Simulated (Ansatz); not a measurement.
**Li(100) with 4 layers of random Li-Ti, 2x2: scattering by chemical disorder**

How strongly does chemical disorder scatter in Li(100) with 4 layers of random Li-Ti, 2x2?

Method: Ansatz plane-wave DFT, PBE, PAW files; ballistic transport by layer matching (Landauer), zero bias; PAW set soft_1, in Ansatz 0.2.0.

### Step 1. The structure

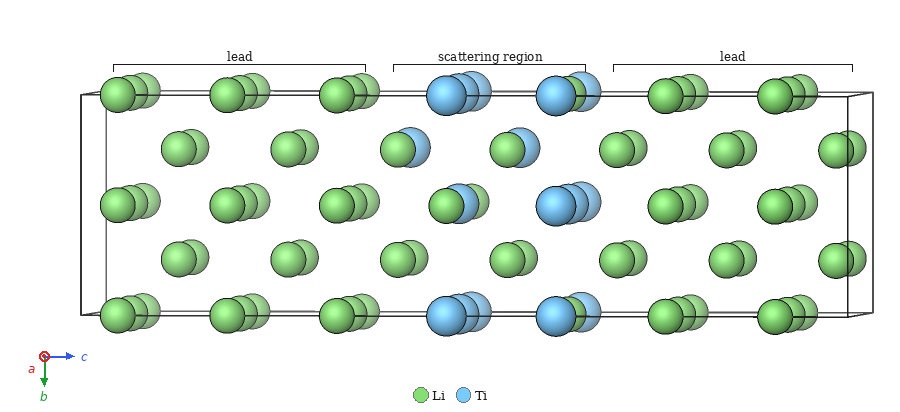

Start, viewed from the side, with the c axis across the page; lithium green, titanium blue. Some periodic images of atoms are drawn too.

The cell holds 56 atoms: 48 Li and 8 Ti. Its edges and angles: a = 7.020 Å, b = 7.020 Å, c = 24.570 Å, α = 90.0°, β = 90.0°, γ = 90.0°. It derives from Li. Regions: lead, 40 atoms (40 Li); scattering region, 16 atoms (8 Ti and 8 Li). The structure is stacked along c, and the current runs across the ab planes.

### Step 2. With 4 alloy layers

In 4 layers a share of 0.5 of the sites is given to Ti at random. The layers about the cell's end stay perfect and serve as the lead. Disorder leaves little or no symmetry, which makes such runs dear. Energies from -0.05 to 0.05 eV in steps of 0.05 eV are too few for the program's thermal sum, so it prints no conductance; for a metal the transmission near the Fermi level serves, at a fraction of the cost.

Contents of input.yaml:

```yaml
crystal:
  lattice:
    - [7.02, 0.0, 0.0]
    - [0.0, 7.02, 0.0]
    - [0.0, 0.0, 24.57]
  atoms:
    - { symbol: Li, position: [0.0, 0.0, 0.0357142857] }
    - { symbol: Li, position: [0.0, 0.5, 0.0357142857] }
    - { symbol: Li, position: [0.5, 0.0, 0.0357142857] }
    - { symbol: Li, position: [0.5, 0.5, 0.0357142857] }
    - { symbol: Li, position: [0.25, 0.25, 0.1071428571] }
    - { symbol: Li, position: [0.25, 0.75, 0.1071428571] }
    - { symbol: Li, position: [0.75, 0.25, 0.1071428571] }
    - { symbol: Li, position: [0.75, 0.75, 0.1071428571] }
    - { symbol: Li, position: [0.0, 0.0, 0.1785714286] }
    - { symbol: Li, position: [0.0, 0.5, 0.1785714286] }
    - { symbol: Li, position: [0.5, 0.0, 0.1785714286] }
    - { symbol: Li, position: [0.5, 0.5, 0.1785714286] }
    - { symbol: Li, position: [0.25, 0.25, 0.25] }
    - { symbol: Li, position: [0.25, 0.75, 0.25] }
    - { symbol: Li, position: [0.75, 0.25, 0.25] }
    - { symbol: Li, position: [0.75, 0.75, 0.25] }
    - { symbol: Li, position: [0.0, 0.0, 0.3214285714] }
    - { symbol: Li, position: [0.0, 0.5, 0.3214285714] }
    - { symbol: Li, position: [0.5, 0.0, 0.3214285714] }
    - { symbol: Li, position: [0.5, 0.5, 0.3214285714] }
    - { symbol: Ti, position: [0.25, 0.25, 0.3928571429] }
    - { symbol: Li, position: [0.25, 0.75, 0.3928571429] }
    - { symbol: Li, position: [0.75, 0.25, 0.3928571429] }
    - { symbol: Li, position: [0.75, 0.75, 0.3928571429] }
    - { symbol: Ti, position: [0.0, 0.0, 0.4642857143] }
    - { symbol: Li, position: [0.0, 0.5, 0.4642857143] }
    - { symbol: Ti, position: [0.5, 0.0, 0.4642857143] }
    - { symbol: Ti, position: [0.5, 0.5, 0.4642857143] }
    - { symbol: Ti, position: [0.25, 0.25, 0.5357142857] }
    - { symbol: Li, position: [0.25, 0.75, 0.5357142857] }
    - { symbol: Li, position: [0.75, 0.25, 0.5357142857] }
    - { symbol: Li, position: [0.75, 0.75, 0.5357142857] }
    - { symbol: Ti, position: [0.0, 0.0, 0.6071428571] }
    - { symbol: Ti, position: [0.0, 0.5, 0.6071428571] }
    - { symbol: Li, position: [0.5, 0.0, 0.6071428571] }
    - { symbol: Ti, position: [0.5, 0.5, 0.6071428571] }
    - { symbol: Li, position: [0.25, 0.25, 0.6785714286] }
    - { symbol: Li, position: [0.25, 0.75, 0.6785714286] }
    - { symbol: Li, position: [0.75, 0.25, 0.6785714286] }
    - { symbol: Li, position: [0.75, 0.75, 0.6785714286] }
    - { symbol: Li, position: [0.0, 0.0, 0.75] }
    - { symbol: Li, position: [0.0, 0.5, 0.75] }
    - { symbol: Li, position: [0.5, 0.0, 0.75] }
    - { symbol: Li, position: [0.5, 0.5, 0.75] }
    - { symbol: Li, position: [0.25, 0.25, 0.8214285714] }
    - { symbol: Li, position: [0.25, 0.75, 0.8214285714] }
    - { symbol: Li, position: [0.75, 0.25, 0.8214285714] }
    - { symbol: Li, position: [0.75, 0.75, 0.8214285714] }
    - { symbol: Li, position: [0.0, 0.0, 0.8928571429] }
    - { symbol: Li, position: [0.0, 0.5, 0.8928571429] }
    - { symbol: Li, position: [0.5, 0.0, 0.8928571429] }
    - { symbol: Li, position: [0.5, 0.5, 0.8928571429] }
    - { symbol: Li, position: [0.25, 0.25, 0.9642857143] }
    - { symbol: Li, position: [0.25, 0.75, 0.9642857143] }
    - { symbol: Li, position: [0.75, 0.25, 0.9642857143] }
    - { symbol: Li, position: [0.75, 0.75, 0.9642857143] }
kpoints:
  mp_grid: { grid: [3, 3, 1] }
hamiltonian:
  xc: pbe
  pseudopotentials: { kind: paw, azcp: { folder: soft_1 } }
scf:
  occupations: { method: fermi_dirac, width: 0.1 }
output:
  transmission: { leads: [[0, 4]], kmesh: [6, 6], e_range: [-0.05, 0.05], de: 0.05 }
  write_potential: true
  write_density: true
  volumetric_format: npy
```

Launch:

```bash
$ ansatz run input.yaml --threads 4 --pin off --max-ram 15360MiB --backend cpu --events-out ev --progress --plain --runs-dir out
```

Numbers of over 12 decimals in the logs are rounded to 6 here.

Log:

```text
Engine: ansatz 0.2.0, x86_64-unknown-linux-gnu
Pseudopotentials: kind: paw
Pseudopotential: Li, paw, valence charge 3, recommended cutoff 420 eV (normal), soft_1/Li.paw.azcp
Pseudopotential: Ti, paw, valence charge 12, recommended cutoff 420 eV (normal), soft_1/Ti.paw.azcp
Functional definition: PBE
  parameter kappa = 0.804
  parameter beta = 0.066725
  exchange = pbe_x(kappa = kappa, mu = beta*pi^2/3)
  correlation = pbe_c(beta = beta)
Crystal: 56 atoms, lattice volume = 1210.819 Å³
Basis set: ecut = 420 eV, 23719 PW (Γ)
Bands: 176, of which v1, the nominal top of the filled ones, is band 120 counted from 1 (119 counted from 0)
Symmetry: 2 space group operations
Space group: Cm (ITA 8), of the structure as read, at distance tolerance 1.1e-4 Å
k-points: 4 of 9 (time reversal used)
Non-local potential: Li, projectors of the file, l = 0: 3, l = 1: 2, l = 2: 1
Non-local potential: Ti, projectors of the file, l = 0: 3, l = 1: 2, l = 2: 3, l = 3: 1
PAW form: soft (Blöchl's): semilocal exchange-correlation on the pseudo side does not see the compensation charge
PAW one-centre angular grid: Li, 110 points (default); XC on 96 Gauss nodes
PAW one-centre angular grid: Ti, 590 points (default); XC on 64 Gauss nodes
Initial density: superposition of atomic densities (chi_scale 0.1, normalization cell, long waves of neutral atoms (reshape's long-wave potential 4.63 eV rms, cloud 2.88 Å wide))
Initial wavefunctions: pseudopotential atomic-orbital guess
Functional: x = pbe(κ = 0.804, μ = 0.219515), c = pbe(β = 0.066725)
SCF iter   1: F=—  HF=-29822.946460 eV  |F-HF|=—  |Δ(HF+E_count)|=         —  Δρ=5.96e-2  dr2=2.44e2  ethr=3.10e-3  ⟨swp⟩=12.2  Hψ=3999  notcnv=0
preconditioner: auto → Kerker (q_TF=auto, 2.083 Å⁻¹)  [metal: Δε(μ)=0.033 eV  Ē_g=3.003 eV  σ=0.100 eV  W_gap=0.08  n_scr=204 (ndim 8)  ℏωp=9.5 eV  f_vac=0.000  D(μ)=41.27/eV (n_scr^D=302)]
SCF iter   2: F=—  HF=-29813.720356 eV  |F-HF|=—  |Δ(HF+E_count)|=    9.23e0  Δρ=2.14e-2  dr2=1.23e1  ethr=3.10e-3  ⟨swp⟩=3.2  Hψ=1299  notcnv=0  defer=5
SCF iter   3: F=—  HF=-29812.494591 eV  |F-HF|=—  |Δ(HF+E_count)|=    1.23e0  Δρ=4.89e-3  dr2=6.22e0  ethr=3.10e-3  ⟨swp⟩=2.5  Hψ=1001  notcnv=0  defer=4
SCF iter   4: F=—  HF=-29812.441816 eV  |F-HF|=—  |Δ(HF+E_count)|=   5.28e-2  Δρ=5.24e-3  dr2=8.07e-1  ethr=2.59e-3  ⟨swp⟩=2.8  Hψ=912  notcnv=0  defer=2
SCF iter   5: F=—  HF=-29812.393441 eV  |F-HF|=—  |Δ(HF+E_count)|=   4.84e-2  Δρ=3.18e-3  dr2=4.87e-1  ethr=3.36e-4  ⟨swp⟩=1.8  Hψ=736  notcnv=0
SCF iter   6: F=—  HF=-29812.374369 eV  |F-HF|=—  |Δ(HF+E_count)|=   1.91e-2  Δρ=3.50e-4  dr2=3.47e-3  ethr=2.03e-4  ⟨swp⟩=1.8  Hψ=708  notcnv=0
SCF iter   7: F=—  HF=-29812.376153 eV  |F-HF|=—  |Δ(HF+E_count)|=   1.78e-3  Δρ=4.24e-4  dr2=7.69e-3  ethr=1.44e-6  ⟨swp⟩=2.0  Hψ=909  notcnv=0
SCF iter   8: F=—  HF=-29812.375844 eV  |F-HF|=—  |Δ(HF+E_count)|=   3.08e-4  Δρ=1.29e-4  dr2=8.73e-4  ethr=1.44e-6  ⟨swp⟩=2.0  Hψ=808  notcnv=0
SCF iter   9: F=—  HF=-29812.375820 eV  |F-HF|=—  |Δ(HF+E_count)|=   2.40e-5  Δρ=4.99e-5  dr2=7.37e-5  ethr=3.64e-7  ⟨swp⟩=1.0  Hψ=704  notcnv=0
SCF iter  10: F=—  HF=-29812.376028 eV  |F-HF|=—  |Δ(HF+E_count)|=   2.07e-4  Δρ=8.63e-6  dr2=3.24e-6  ethr=3.07e-8  ⟨swp⟩=2.0  Hψ=773  notcnv=0
SCF iter  11: F=-29812.376028 eV  HF=-29812.376028 eV  |F-HF|=2.38e-8  |Δ(HF+E_count)|=   3.41e-9  Δρ=1.45e-6  dr2=4.51e-8  ethr=4.17e-11  ⟨swp⟩=8.0  Hψ=2219  notcnv=0
SCF 1 converged in 11 iterations: F = -29812.376028 eV  dr2 = 4.51e-8
  greatest PAW one-centre occupation: 1.000 electrons in one spin orbital (limit 2), on the Li atom at site 31 (counted from 0), in its partial waves of l = 0
transmission: 45 of 416 steps passed
transmission: 90 of 416 steps passed
[...]
transmission: 416 of 416 steps passed
SCF converged after 11 iterations
Free energy (F): -29812.376028 eV
Harris-Foulkes:  -29812.376028 eV  (|F-HF|=2.38e-8)
Internal energy: -29810.671036 eV  (E = F + TS)
E sigma→0 (E₀):  -29811.523532 eV
Entropy (-TS):   -1.704992 eV (-30.446 meV/atom)
Fermi energy:    2.045865 eV
--- Per-component energies (eV) ---
  E_band       = -6582.093786
  E_kinetic    = 2952.931488
  E_local      = -37863.791664  (includes V_loc(G=0)·N_el)
  E_nonlocal   = -460.811734
  E_hartree    = 16321.856456
  E_xc         = -1298.091859
  E_vxc        = -1637.708911  (∫ρ·V_xc dr)
  E_paw        = -9487.519919  (= ΣΔE_a)
  E_vpaw       = -2216.447520  (= ΣTr[D̂ρ^β])
  E_aug_tail   = 0.011642  (compensation charges beyond the density's cutoff)
  E_ewald      = 24.744554
  E_smearing   = -1.704992  (= −TS)
  E_closure    = 0.000000  (closes the sum)
  Σ components = -29812.376028   (vs F -29812.376028, Δ=0.00e0)
--- Band table (eV) ---
  k-point 0: bands = [... 116 lower, 1.8645, 1.8832, 1.9751, 2.0283, 2.0395, 2.0700, 2.1434, 2.2261, ... 52 higher]
  k-point 1: bands = [... 116 lower, 1.9178, 1.9274, 1.9389, 1.9704, 2.0460, 2.0760, 2.1228, 2.1521, ... 52 higher]
  k-point 2: bands = [... 116 lower, 1.9483, 1.9627, 2.0305, 2.0539, 2.0774, 2.1428, 2.1627, 2.1954, ... 52 higher]
  k-point 3: bands = [... 116 lower, 1.9229, 1.9894, 1.9949, 2.0762, 2.0809, 2.1525, 2.1661, 2.2249, ... 52 higher]
--- Transmission ---
  basis      : 437 plane waves across, 32 finite elements along
  points     : 13, standing for a mesh of 6 x 6
  energies   : 3 from -0.050000 to 0.050000 eV about the Fermi level, 0.050000 eV apart; the leads are filled to 0.000000 eV, and channels, transmission and decay are at 0.000000 eV
  crystal 0  : Li4, at the sites [0, 4], period 1.7550 Å, over 17.55 Å; its Hamiltonian steps by up to 15.7 meV
    offset         : up to 0.0000 Å between an atom of the period and one for which it stands
    channels       : 4.916667e0 a spin
    conductance    : none, the energies end too early or step too widely for 300 K: set another output.transmission.e_range or a lower de, or, where they end at an eighth of basis.ecutwfc, a higher one
  junction   : crystal 0 to crystal 0, 0.70 to 23.51 Å
    transmission   : 1.572487e0 a spin
    conductance    : none, the energies end too early or step too widely for 300 K: set another output.transmission.e_range or a lower de, or, where they end at an eighth of basis.ecutwfc, a higher one
```

Wall time 5.4 min (4 threads of Intel Xeon Platinum 8259CL at 2.50GHz (Skylake/Cascade Lake), shared host); peak memory 3.5 GiB; 17 min of CPU time.

In the SCF lines HF is the Harris–Foulkes energy and dr2 the Hartree energy of the density residual, in eV; the loop may stop once dr2 is under the threshold and the program's other checks hold. Hψ counts applications of the Hamiltonian.

Numbers from this step:

```
free energy                                    : -29812.3760 eV
energy at zero smearing                        : -29811.5235 eV
Fermi energy                                   : 2.046 eV
cell area                                      : 49.28 Å²
transmission per spin nearest the Fermi level  : 1.572
open channels per spin nearest the Fermi level : 4.917
step of the lead's potential                   : 15.7 meV
```

Per spin. Table of transmission, zone mean by energy, zero at the Fermi level:

```
energy (eV)  transmission, zone mean
    -0.0500                     1.44
     0.0000                     1.57
     0.0500                     1.69
```

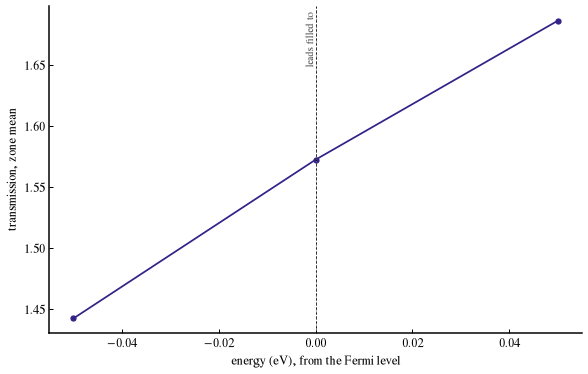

Transmission, zone mean against energy.

Per spin. The open channels, zone mean, lead by energy, zero at the Fermi level:

| energy (eV) | open channels, zone mean, lead |
| --- | --- |
| -0.0500 | 4.69 |
| 0.0000 | 4.92 |
| 0.0500 | 4.92 |

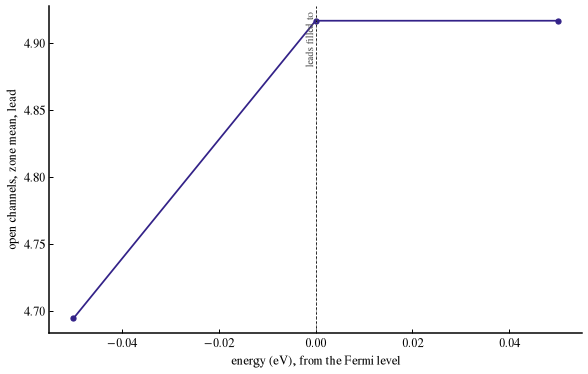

Open channels, zone mean, lead, plotted against energy.

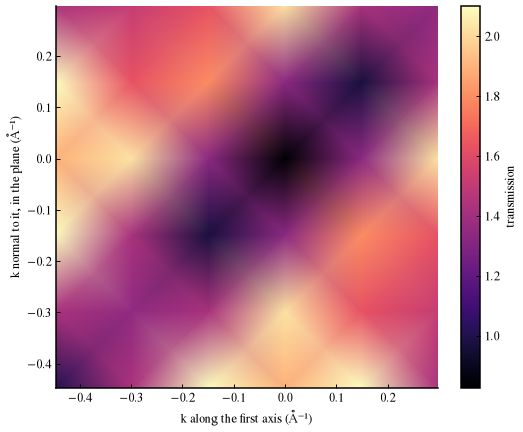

Transmission over k1 and k2. At 0.0000 eV from the Fermi level.

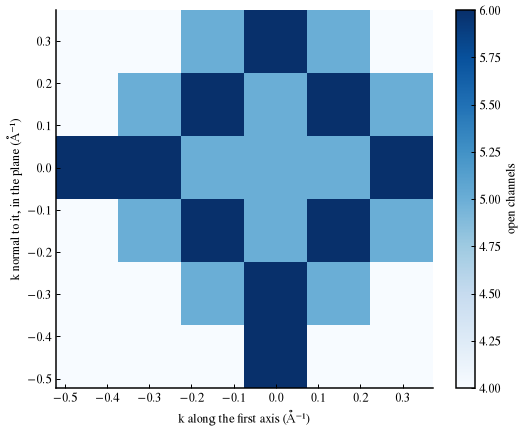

Open channels over k1 and k2. At 0.0000 eV from the Fermi level.

Over the solved energies the transmission per spin lies between 1.44 and 1.69, out of 4.84 channels of the lead on average (up to 4.92).

[end of part 1 of 2]

[Logs are printed without paths, hosts, clocks, repeated set-up lines and the standing remarks that a program may print on its own settings, such as how far it seeks lower states.]

[Hosts, paths, dates, database ids (printed as entryN), source tags and the programs' standing remarks are cut or masked in the printed files.]
